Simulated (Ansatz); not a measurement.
**Geometry relaxation, with input and output: HfO2 (part 2 of 2)**

The same run, continued: HfO2 (P6₃mc, 6 atoms in the cell); DFT, PBEsol, plane waves, PAW, no spin polarisation (Ansatz 0.2.0); cutoff 420 eV, 9×9×2 k-mesh, Fermi–Dirac smearing of 0.03 eV. The structure was built on a prototype by a generator.

Geometry of the input (Å; fractional positions):
```
2.8635  0.0000  0.0000
-1.4318  2.4799  0.0000
0.0000  0.0000  9.6122
Hf 0.3333  0.6667  0.6250
Hf 0.6667  0.3333  0.1250
O  0.6667  0.3333  0.7434
O  0.3333  0.6667  0.2434
O  0.0000  0.0000  0.0066
O  0.0000  0.0000  0.5066
```

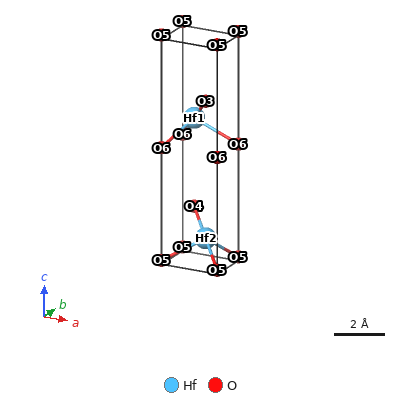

The geometry at step 4 of the log (ball-and-stick view of the cell of the calculation, seen slightly off an axis; atoms are numbered from 1 in the order of the input).

## Log, continued
```
relax step  10: F+E_penalty+E_count = -33448.94905301 eV  Δ(F+E_penalty+E_count) = +2.177e-3 eV  max|allowed force component| = 8.451e-3 eV/Å  Δτ_max = 0.0058 Å  P = +0.004 GPa  Ω = 81.970 Å³  energy of the carried Pulay correction = -1.190e-2 eV  (6 SCF iters, dr2 threshold 6.00e-7 eV, accepted)
Crystal: 6 atoms, lattice volume = 82.253 Å³
preconditioner: auto → Resta (q_TF=auto, 2.693 Å⁻¹)  ε∞=4.8  [insulator: Δε(μ)=4.605 eV  Ē_g=17.736 eV  σ=0.030 eV  W_gap=1.00  n_scr=36 (ndim 8)  ℏωp=34.7 eV  f_vac=0.203  D(μ)=0.00/eV (n_scr^D=0)  ε∞_Penn≈4.8]
SCF 11 converged in 10 iterations: F = -33448.947577 eV  dr2 = 6.12e-12
relax step  11: F+E_penalty+E_count = -33448.94757702 eV  Δ(F+E_penalty+E_count) = +1.476e-3 eV  max|allowed force component| = 5.026e-3 eV/Å  Δτ_max = 0.0036 Å  P = -0.021 GPa  Ω = 82.253 Å³  energy of the carried Pulay correction = -1.349e-2 eV  (10 SCF iters, accepted)
preconditioner: auto → Resta (q_TF=auto, 2.693 Å⁻¹)  ε∞=4.8  [insulator: Δε(μ)=4.601 eV  Ē_g=17.737 eV  σ=0.030 eV  W_gap=1.00  n_scr=36 (ndim 8)  ℏωp=34.7 eV  f_vac=0.202  D(μ)=0.00/eV (n_scr^D=0)  ε∞_Penn≈4.8]
SCF 12 converged in 7 iterations: F = -33448.961806 eV  dr2 = 1.05e-11
relax step  12: F+E_penalty+E_count = -33448.96180593 eV  Δ(F+E_penalty+E_count) = -1.423e-2 eV  max|allowed force component| = 5.124e-3 eV/Å  Δτ_max = 0.0000 Å  P = +0.054 GPa  Ω = 82.253 Å³  stress off target by 1.00e-1 GPa  SCF on the basis re-selected at this cell (its energy is not comparable with the rows above)  (7 SCF iters)
basis re-selected at this cell: Δ(F+E_penalty+E_count) = -1.423e-2 eV, ΔP = +0.075 GPa vs the last step (what re-selecting the basis moved, of the pressure what is left beyond the Pulay correction that the steps carried, after the strain that the cell walked since its last selection, with what the two solves' SCF thresholds leave and, on support functions, any second-order correction that the steps lacked; it is no measure of the basis error at this ecutwfc). This SCF's stress stands 1.00e-1 GPa from its target on what of the cell is left free (relax.cell.stress_tol is 5.00e-2 GPa) and its largest allowed force component is 5.12e-3 eV/Å (relax.f_tol is 1.00e-2 eV/Å): not within both, so this SCF does not close the relaxation
Crystal: 6 atoms, lattice volume = 82.594 Å³
preconditioner: auto → Resta (q_TF=auto, 2.691 Å⁻¹)  ε∞=4.8  [insulator: Δε(μ)=4.615 eV  Ē_g=17.734 eV  σ=0.030 eV  W_gap=1.00  n_scr=36 (ndim 8)  ℏωp=34.7 eV  f_vac=0.206  D(μ)=0.00/eV (n_scr^D=0)  ε∞_Penn≈4.8]
SCF 13 converged in 7 iterations: F = -33448.960442 eV  dr2 = 1.23e-8
relax step  13: F+E_penalty+E_count = -33448.96044155 eV  Δ(F+E_penalty+E_count) = +1.364e-3 eV  max|allowed force component| = 7.779e-4 eV/Å  Δτ_max = 0.0042 Å  P = +0.004 GPa  Ω = 82.594 Å³  energy of the carried Pulay correction = -1.515e-3 eV  (7 SCF iters, dr2 threshold 2.52e-8 eV, accepted)
preconditioner: auto → Resta (q_TF=auto, 2.691 Å⁻¹)  ε∞=4.8  [insulator: Δε(μ)=4.611 eV  Ē_g=17.736 eV  σ=0.030 eV  W_gap=1.00  n_scr=36 (ndim 8)  ℏωp=34.7 eV  f_vac=0.205  D(μ)=0.00/eV (n_scr^D=0)  ε∞_Penn≈4.8]
SCF 14 converged in 6 iterations: F = -33448.962055 eV  dr2 = 1.95e-11
relax step  14: F+E_penalty+E_count = -33448.96205486 eV  Δ(F+E_penalty+E_count) = -1.613e-3 eV  max|allowed force component| = 8.683e-4 eV/Å  Δτ_max = 0.0000 Å  P = +0.013 GPa  Ω = 82.594 Å³  stress off target by 5.64e-2 GPa  SCF on the basis re-selected at this cell (its energy is not comparable with the rows above)  (6 SCF iters)
basis re-selected at this cell: Δ(F+E_penalty+E_count) = -1.613e-3 eV, ΔP = +0.008 GPa vs the last step (what re-selecting the basis moved, of the pressure what is left beyond the Pulay correction that the steps carried, after the strain that the cell walked since its last selection, with what the two solves' SCF thresholds leave and, on support functions, any second-order correction that the steps lacked; it is no measure of the basis error at this ecutwfc). This SCF's stress stands 5.64e-2 GPa from its target on what of the cell is left free (relax.cell.stress_tol is 5.00e-2 GPa) and its largest allowed force component is 8.68e-4 eV/Å (relax.f_tol is 1.00e-2 eV/Å): not within both, so this SCF does not close the relaxation
Crystal: 6 atoms, lattice volume = 82.825 Å³
preconditioner: auto → Resta (q_TF=auto, 2.689 Å⁻¹)  ε∞=4.8  [insulator: Δε(μ)=4.621 eV  Ē_g=17.734 eV  σ=0.030 eV  W_gap=1.00  n_scr=36 (ndim 8)  ℏωp=34.6 eV  f_vac=0.206  D(μ)=0.00/eV (n_scr^D=0)  ε∞_Penn≈4.8]
SCF 15 converged in 7 iterations: F = -33448.961089 eV  dr2 = 5.24e-9
relax step  15: F+E_penalty+E_count = -33448.96108898 eV  Δ(F+E_penalty+E_count) = +9.659e-4 eV  max|allowed force component| = 1.034e-3 eV/Å  Δτ_max = 0.0029 Å  P = +0.005 GPa  Ω = 82.825 Å³  energy of the carried Pulay correction = -1.016e-3 eV  (7 SCF iters, dr2 threshold 7.95e-9 eV, accepted)
iter 1 solved again at ethr=5.48e-8 eV; its pass at ethr=3.10e-3 eV (dr2=4.16e-5 eV) is discarded
SCF iter   1: F=—  HF=-33448.961925 eV  |F-HF|=—  |Δ(HF+E_count)|=         —  Δρ=4.46e-5  dr2=1.25e-7  ethr=5.48e-8  ⟨swp⟩=4.0  Hψ=7189  notcnv=0
preconditioner: auto → Resta (q_TF=auto, 2.689 Å⁻¹)  ε∞=4.8  [insulator: Δε(μ)=4.618 eV  Ē_g=17.735 eV  σ=0.030 eV  W_gap=1.00  n_scr=36 (ndim 8)  ℏωp=34.6 eV  f_vac=0.206  D(μ)=0.00/eV (n_scr^D=0)  ε∞_Penn≈4.8]
SCF iter   2: F=—  HF=-33448.961976 eV  |F-HF|=—  |Δ(HF+E_count)|=   5.15e-5  Δρ=2.23e-5  dr2=3.74e-8  ethr=1.64e-10  ⟨swp⟩=2.6  Hψ=2254  notcnv=0
SCF iter   3: F=—  HF=-33448.961979 eV  |F-HF|=—  |Δ(HF+E_count)|=   2.38e-6  Δρ=9.29e-6  dr2=4.67e-9  ethr=4.92e-11  ⟨swp⟩=2.0  Hψ=1447  notcnv=0
SCF iter   4: F=—  HF=-33448.961979 eV  |F-HF|=—  |Δ(HF+E_count)|=   4.76e-7  Δρ=4.19e-7  dr2=1.36e-10  ethr=6.14e-12  ⟨swp⟩=2.0  Hψ=1836  notcnv=0
SCF iter   5: F=—  HF=-33448.961979 eV  |F-HF|=—  |Δ(HF+E_count)|=  5.82e-11  Δρ=2.90e-7  dr2=7.49e-11  ethr=1.00e-12  ⟨swp⟩=5.3  Hψ=4717  notcnv=0
SCF iter   6: F=-33448.961979 eV  HF=-33448.961979 eV  |F-HF|=0.00e0  |Δ(HF+E_count)|=  1.46e-10  Δρ=9.21e-8  dr2=7.42e-12  ethr=1.00e-12  ⟨swp⟩=4.3  Hψ=3894  notcnv=0
SCF 16 converged in 6 iterations: F = -33448.961979 eV  dr2 = 7.42e-12
relax step  16: F+E_penalty+E_count = -33448.96197928 eV  Δ(F+E_penalty+E_count) = -8.903e-4 eV  max|allowed force component| = 9.762e-4 eV/Å  Δτ_max = 0.0000 Å  P = +0.008 GPa  Ω = 82.825 Å³  stress off target by 2.78e-2 GPa  SCF on the basis re-selected at this cell (its energy is not comparable with the rows above)  (6 SCF iters)
basis re-selected at this cell: Δ(F+E_penalty+E_count) = -8.903e-4 eV, ΔP = +0.004 GPa vs the last step (what re-selecting the basis moved, of the pressure what is left beyond the Pulay correction that the steps carried, after the strain that the cell walked since its last selection, with what the two solves' SCF thresholds leave and, on support functions, any second-order correction that the steps lacked; it is no measure of the basis error at this ecutwfc). This SCF's stress stands 2.78e-2 GPa from its target on what of the cell is left free (relax.cell.stress_tol is 5.00e-2 GPa) and its largest allowed force component is 9.76e-4 eV/Å (relax.f_tol is 1.00e-2 eV/Å): within both
SCF converged after 6 iterations
Free energy (F): -33448.961979 eV
Harris-Foulkes:  -33448.961979 eV  (|F-HF|=0.00e0)
Internal energy: -33448.961979 eV  (E = F + TS)
E sigma→0 (E₀):  -33448.961979 eV
Fermi energy:    12.456951 eV
--- Per-component energies (eV) ---
  E_band       = -271.830561
  E_kinetic    = 1541.042993
  E_local      = -15179.774386  (includes V_loc(G=0)·N_el)
  E_nonlocal   = -2281.010831
  E_hartree    = 6926.614500
  E_xc         = -885.758719
  E_vxc        = -904.489945  (∫ρ·V_xc dr)
  E_paw        = -14223.516924  (= ΣΔE_a)
  E_vpaw       = 2699.162565  (= ΣTr[D̂ρ^β])
  E_aug_tail   = 0.009876  (compensation charges beyond the density's cutoff)
  E_ewald      = -9349.211822
  E_core_change = 2.643335  (= ΣΔE_core)
  E_smearing   = -0.000000  (= −TS)
  E_closure    = 0.000000  (closes the sum)
  Σ components = -33448.961979   (vs F -33448.961979, Δ=0.00e0)
--- Forces (eV/Å), atoms counted from 1 ---
  atom   1  Hf    -0.00000000     0.00000000    -0.00097650
  atom   2  Hf     0.00000000    -0.00000000    -0.00097650
  atom   3  O      0.00000000    -0.00000000     0.00084980
  atom   4  O     -0.00000000     0.00000000     0.00084980
  atom   5  O      0.00000000    -0.00000000     0.00012589
  atom   6  O     -0.00000000    -0.00000000     0.00012589
  max |Σ_I F_I| component: 1.63e-6 eV/Å
--- Stress (GPa, compression-positive) ---
       -0.001278       0.000000       0.000000
        0.000000      -0.001278       0.000000
        0.000000       0.000000       0.027798
  P = ⅓ Tr σ = 0.0084 GPa (0.084 kbar)
--- Relaxed structure (12 steps of the walk, 12 accepted, 4 SCFs on fresh bases) ---
  F+E_penalty+E_count = -33448.96197928 eV   max|allowed force component| = 9.762e-4 eV/Å   (the final SCF, on the basis selected at the relaxed cell)
  cell:  # Å, volume = 82.8250 Å³
    - [3.2266358167901714, -5.179918815764717e-34, 1.3110248521944952e-17]
    - [-1.6133179083950857, 2.79434858610104, -6.5551242609724774e-18]
    - [4.4008003613304365e-17, -8.153610144340341e-33, 9.186092861982528]
  atoms:
    - { symbol: Hf, position: [0.3333333333333333, 0.6666666666666666, 0.6245494117910363] }
    - { symbol: Hf, position: [0.6666666666666666, 0.3333333333333333, 0.12454941179103633] }
    - { symbol: O, position: [0.6666666666666666, 0.3333333333333333, 0.7296092949079567] }
    - { symbol: O, position: [0.3333333333333333, 0.6666666666666666, 0.2296092949079567] }
    - { symbol: O, position: [2.6563354798980602e-18, 4.712572660393687e-33, 0.020843293301006913] }
    - { symbol: O, position: [2.656335479898039e-18, -4.982232345698887e-33, 0.5208432933010069] }
```

## Trajectory as extended XYZ (Å, eV, eV/Å), 14 of the 16 frames kept, from step=1 to step=16
```
6
Lattice="2.8635 0.0000 0.0000 -1.4318 2.4799 0.0000 0.0000 0.0000 9.6122" Properties=species:S:1:pos:R:3:forces:R:3 step=1 energy=-33445.46651 pressure_GPa=49.09
Hf    0.0000    1.6533    6.0077    0.0000   0.0000  -0.0382
Hf    1.4318    0.8266    1.2016    0.0000   0.0000  -0.0382
O     1.4318    0.8266    7.1457    0.0000   0.0000   0.0793
O     0.0000    1.6533    2.3396    0.0000   0.0000   0.0793
O     0.0000    0.0000    0.0633    0.0000   0.0000  -0.0410
O     0.0000    0.0000    4.8694    0.0000   0.0000  -0.0410
6
Lattice="3.0030 0.0000 0.0000 -1.5015 2.6007 0.0000 0.0000 0.0000 9.5476" Properties=species:S:1:pos:R:3:forces:R:3 step=2 energy=-33447.65453 pressure_GPa=20.22
Hf    0.0000    1.7338    5.9670    0.0000   0.0000  -0.0406
Hf    1.5015    0.8669    1.1932    0.0000   0.0000  -0.0406
O     1.5015    0.8669    7.0635    0.0000   0.0000  -0.5891
O     0.0000    1.7338    2.2897    0.0000   0.0000  -0.5891
O     0.0000    0.0000    0.0975    0.0000   0.0000   0.6300
O     0.0000    0.0000    4.8714    0.0000   0.0000   0.6300
6
Lattice="3.1426 0.0000 0.0000 -1.5713 2.7216 0.0000 0.0000 0.0000 9.4307" Properties=species:S:1:pos:R:3:forces:R:3 step=3 energy=-33448.59674 pressure_GPa=2.03
Hf    0.0000    1.8144    5.8932    0.0000   0.0000  -0.0462
Hf    1.5713    0.9072    1.1779    0.0000   0.0000  -0.0462
O     1.5713    0.9072    6.9199    0.0000   0.0000  -0.4847
O     0.0000    1.8144    2.2045    0.0000   0.0000  -0.4847
O     0.0000    0.0000    0.1541    0.0000   0.0000   0.5305
O     0.0000    0.0000    4.8695    0.0000   0.0000   0.5305
6
Lattice="3.1885 0.0000 0.0000 -1.5943 2.7614 0.0000 0.0000 0.0000 9.1881" Properties=species:S:1:pos:R:3:forces:R:3 step=4 energy=-33448.68968 pressure_GPa=-1.26
Hf    0.0000    1.8409    5.7410    0.0000   0.0000  -0.0650
Hf    1.5943    0.9205    1.1469    0.0000   0.0000  -0.0650
O     1.5943    0.9205    6.7321    0.0000   0.0000  -0.2163
O     0.0000    1.8409    2.1381    0.0000   0.0000  -0.2163
O     0.0000    0.0000    0.1606    0.0000   0.0000   0.2810
O     0.0000    0.0000    4.7546    0.0000   0.0000   0.2810
6
Lattice="3.1954 0.0000 0.0000 -1.5977 2.7673 0.0000 0.0000 0.0000 9.0424" Properties=species:S:1:pos:R:3:forces:R:3 step=6 energy=-33448.70363 pressure_GPa=-0.02
Hf    0.0000    1.8449    5.6456    0.0000   0.0000   0.0309
Hf    1.5977    0.9224    1.1244    0.0000   0.0000   0.0309
O     1.5977    0.9224    6.6253    0.0000   0.0000  -0.0089
O     0.0000    1.8449    2.1041    0.0000   0.0000  -0.0089
O     0.0000    0.0000    0.1624    0.0000   0.0000  -0.0215
O     0.0000    0.0000    4.6836    0.0000   0.0000  -0.0215
6
Lattice="3.1959 0.0000 0.0000 -1.5980 2.7678 0.0000 0.0000 0.0000 9.0005" Properties=species:S:1:pos:R:3:forces:R:3 step=7 energy=-33448.70521 pressure_GPa=0.00
Hf    0.0000    1.8452    5.6202    0.0000   0.0000   0.0007
Hf    1.5980    0.9226    1.1200    0.0000   0.0000   0.0007
O     1.5980    0.9226    6.5986    0.0000   0.0000  -0.0024
O     0.0000    1.8452    2.0983    0.0000   0.0000  -0.0024
O     0.0000    0.0000    0.1569    0.0000   0.0000   0.0018
O     0.0000    0.0000    4.6572    0.0000   0.0000   0.0018
6
Lattice="3.1959 0.0000 0.0000 -1.5980 2.7678 0.0000 0.0000 0.0000 9.0005" Properties=species:S:1:pos:R:3:forces:R:3 step=8 energy=-33448.93552 pressure_GPa=3.60
Hf    0.0000    1.8452    5.6202    0.0000   0.0000  -0.0002
Hf    1.5980    0.9226    1.1200    0.0000   0.0000  -0.0002
O     1.5980    0.9226    6.5986    0.0000   0.0000   0.0213
O     0.0000    1.8452    2.0983    0.0000   0.0000   0.0213
O     0.0000    0.0000    0.1569    0.0000   0.0000  -0.0211
O     0.0000    0.0000    4.6572    0.0000   0.0000  -0.0211
6
Lattice="3.2222 0.0000 0.0000 -1.6111 2.7905 0.0000 0.0000 0.0000 9.0509" Properties=species:S:1:pos:R:3:forces:R:3 step=9 energy=-33448.95123 pressure_GPa=0.64
Hf    0.0000    1.8604    5.6517    0.0000   0.0000   0.0003
Hf    1.6111    0.9302    1.1262    0.0000   0.0000   0.0003
O     1.6111    0.9302    6.6192    0.0000   0.0000   0.0025
O     0.0000    1.8604    2.0938    0.0000   0.0000   0.0025
O     0.0000    0.0000    0.1741    0.0000   0.0000  -0.0029
O     0.0000    0.0000    4.6995    0.0000   0.0000  -0.0029
6
Lattice="3.2271 0.0000 0.0000 -1.6136 2.7948 0.0000 0.0000 0.0000 9.0885" Properties=species:S:1:pos:R:3:forces:R:3 step=10 energy=-33448.94905 pressure_GPa=0.00
Hf    0.0000    1.8632    5.6754    0.0000   0.0000   0.0002
Hf    1.6136    0.9316    1.1312    0.0000   0.0000   0.0002
O     1.6136    0.9316    6.6412    0.0000   0.0000  -0.0084
O     0.0000    1.8632    2.0970    0.0000   0.0000  -0.0084
O     0.0000    0.0000    0.1800    0.0000   0.0000   0.0084
O     0.0000    0.0000    4.7243    0.0000   0.0000   0.0084
6
Lattice="3.2271 0.0000 0.0000 -1.6136 2.7948 0.0000 0.0000 0.0000 9.1199" Properties=species:S:1:pos:R:3:forces:R:3 step=11 energy=-33448.94758 pressure_GPa=-0.02
Hf    0.0000    1.8632    5.6951    0.0000   0.0000   0.0048
Hf    1.6136    0.9316    1.1352    0.0000   0.0000   0.0048
O     1.6136    0.9316    6.6607    0.0000   0.0000  -0.0050
O     0.0000    1.8632    2.1008    0.0000   0.0000  -0.0050
O     0.0000    0.0000    0.1841    0.0000   0.0000   0.0003
O     0.0000    0.0000    4.7440    0.0000   0.0000   0.0003
6
Lattice="3.2270 0.0000 0.0000 -1.6135 2.7946 0.0000 0.0000 0.0000 9.1585" Properties=species:S:1:pos:R:3:forces:R:3 step=13 energy=-33448.96044 pressure_GPa=0.00
Hf    0.0000    1.8631    5.7197    0.0000   0.0000   0.0004
Hf    1.6135    0.9315    1.1404    0.0000   0.0000   0.0004
O     1.6135    0.9315    6.6849    0.0000   0.0000  -0.0008
O     0.0000    1.8631    2.1056    0.0000   0.0000  -0.0008
O     0.0000    0.0000    0.1884    0.0000   0.0000   0.0003
O     0.0000    0.0000    4.7676    0.0000   0.0000   0.0003
6
Lattice="3.2270 0.0000 0.0000 -1.6135 2.7946 0.0000 0.0000 0.0000 9.1585" Properties=species:S:1:pos:R:3:forces:R:3 step=14 energy=-33448.96206 pressure_GPa=0.01
Hf    0.0000    1.8631    5.7197    0.0000   0.0000   0.0006
Hf    1.6135    0.9315    1.1404    0.0000   0.0000   0.0006
O     1.6135    0.9315    6.6849    0.0000   0.0000  -0.0009
O     0.0000    1.8631    2.1056    0.0000   0.0000  -0.0009
O     0.0000    0.0000    0.1884    0.0000   0.0000   0.0003
O     0.0000    0.0000    4.7676    0.0000   0.0000   0.0003
6
Lattice="3.2266 0.0000 0.0000 -1.6133 2.7943 0.0000 0.0000 0.0000 9.1861" Properties=species:S:1:pos:R:3:forces:R:3 step=15 energy=-33448.96109 pressure_GPa=0.00
Hf    0.0000    1.8629    5.7372    0.0000   0.0000  -0.0010
Hf    1.6133    0.9315    1.1441    0.0000   0.0000  -0.0010
O     1.6133    0.9315    6.7023    0.0000   0.0000   0.0009
O     0.0000    1.8629    2.1092    0.0000   0.0000   0.0009
O     0.0000    0.0000    0.1915    0.0000   0.0000   0.0001
O     0.0000    0.0000    4.7845    0.0000   0.0000   0.0001
6
Lattice="3.2266 0.0000 0.0000 -1.6133 2.7943 0.0000 0.0000 0.0000 9.1861" Properties=species:S:1:pos:R:3:forces:R:3 step=16 energy=-33448.96198 pressure_GPa=0.01
Hf    0.0000    1.8629    5.7372    0.0000   0.0000  -0.0010
Hf    1.6133    0.9315    1.1441    0.0000   0.0000  -0.0010
O     1.6133    0.9315    6.7023    0.0000   0.0000   0.0008
O     0.0000    1.8629    2.1092    0.0000   0.0000   0.0008
O     0.0000    0.0000    0.1915    0.0000   0.0000   0.0001
O     0.0000    0.0000    4.7845    0.0000   0.0000   0.0001
```

## Key numbers

```csv
quantity,value
outcome,converged
space group (tolerance 0.01 Å),P6₃mc (186)
electrons treated,76
free energy,−33448.9620 eV
Fermi energy,12.457 eV
pressure,0.01 GPa
final volume,82.82 Å³
largest force (length of the vector) at the end,0.001 eV/Å
final cell,"a = 3.227 Å, b = 3.227 Å, c = 9.186 Å, α = 90.00°, β = 90.00°, γ = 120.00°"
hardware,"2 threads of Arm Neoverse V2, 112 GiB of memory available, shared host"
wall time,55 s (CPU time 1.8 min)
peak memory,0.37 GiB
```

## Notes

Spin–orbit coupling is left out, which matters for Hf.
